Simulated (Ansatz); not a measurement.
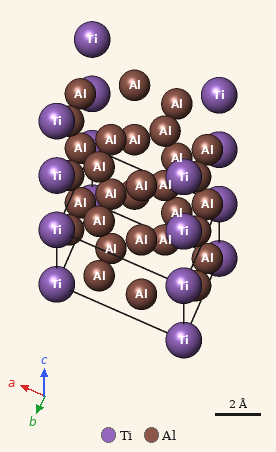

Crystalline TiAl6 (a generated structure, set up in P6/mmm) (coarse preliminary run), before the relaxation. A spheres-only model of the cell of the calculation, repeated 1 × 1 × 3 with one cell outlined, seen from a free direction.

Computed with DFT PBE, scalar-relativistic, plane waves, PAW in Ansatz.

Input file:
```yaml
crystal:
  lattice:
    - [7.7354495367, 0.0, 0.0]
    - [-3.8677247683, 6.6990958085, 0.0]
    - [0.0, 0.0, 2.823894166]
  atoms:
    - { symbol: Ti, position: [0.0, 0.0, 0.0] }
    - { symbol: Al, position: [0.3334202038, 0.0, 0.5] }
    - { symbol: Al, position: [0.6665797962, 0.0, 0.5] }
    - { symbol: Al, position: [0.0, 0.3334202038, 0.5] }
    - { symbol: Al, position: [0.0, 0.6665797962, 0.5] }
    - { symbol: Al, position: [0.6665797962, 0.6665797962, 0.5] }
    - { symbol: Al, position: [0.3334202038, 0.3334202038, 0.5] }
basis:
  ecutwfc: 420
kpoints:
  mp_grid: { grid: [3, 3, 6] }
hamiltonian:
  xc: pbe
scf:
  occupations: { method: gaussian, width: 0.1 }
  lower_state_search: "off"
output:
  forces: true
  stress: true
  eigenvalues: true
relax:
  adjacent_minimum: "off"
  f_tol: 0.04
  max_steps: 70
  cell: { stress_tol: 0.4 }
```

Launched with:
```bash
ansatz run input.yaml --threads 1 --pin off --max-ram 2048MiB --backend cpu --events-out ev --progress --plain --runs-dir out
```

Q: What does the optimiser find from here?

A: The energy falls by 40.2 meV per cell of the calculation in 2 accepted moves (3 points after the start). The largest force component goes from 0.043 to 0.00082 eV/Å. The pressure goes from −0.27 to −0.05 GPa. The SCF was repeated once at an unchanged geometry on a basis and grid sized afresh for the cell, which shifted the energy by 0.5 meV per cell of the calculation at most. No atom moves by more than 0.005 Å relative to the cell. The volume changes by +0.3 %, with a = b 7.735 → 7.663 Å (−0.9 %), c 2.824 → 2.886 Å (+2.2 %). Some distances before and after: Al2–Al2 2.824 → 2.886 Å, Ti1–Ti1 2.824 → 2.886 Å, Al2–Al5 2.579 → 2.552 Å, Al2–Al3 2.577 → 2.560 Å. The space group stays P6/mmm (No. 191). Cost: 8.5 s on 1 thread of Intel(R) Xeon(R) 6975P-C (Granite Rapids), on a shared host, peak memory 0.43 GiB.

History of the run:

| step | E − E(0), meV/atom | largest force component, eV/Å | pressure, GPa | volume, Å³/atom | note |
| --- | --- | --- | --- | --- | --- |
| 0 | 0.00 | 0.0428 | -0.27 | 20.905 |  |
| 1 | -5.45 | 0.0174 | -0.16 | 21.037 |  |
| 2 | -5.68 | 0.0009 | -0.06 | 20.971 |  |
| 3 | -5.74 | 0.0008 | -0.05 | 20.971 | same geometry, new basis |

The structure at the end:

```
CELL_PARAMETERS angstrom
7.66308 0.00000 0.00000
-3.83154 6.63642 0.00000
0.00000 0.00000 2.88650
ATOMIC_POSITIONS crystal
Ti 0.00000 0.00000 0.00000
Al 0.33300 0.00000 0.50000
Al 0.66700 0.00000 0.50000
Al 0.00000 0.33300 0.50000
Al 0.00000 0.66700 0.50000
Al 0.66700 0.66700 0.50000
Al 0.33300 0.33300 0.50000
```

The end point in the same view:

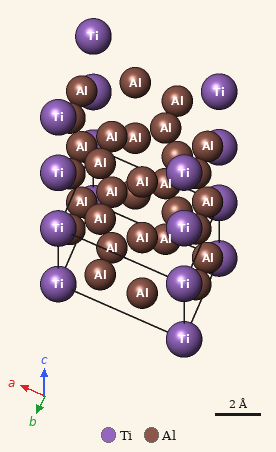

Limits of the set-up: the k-point mesh is coarse for a cell with partly filled bands.
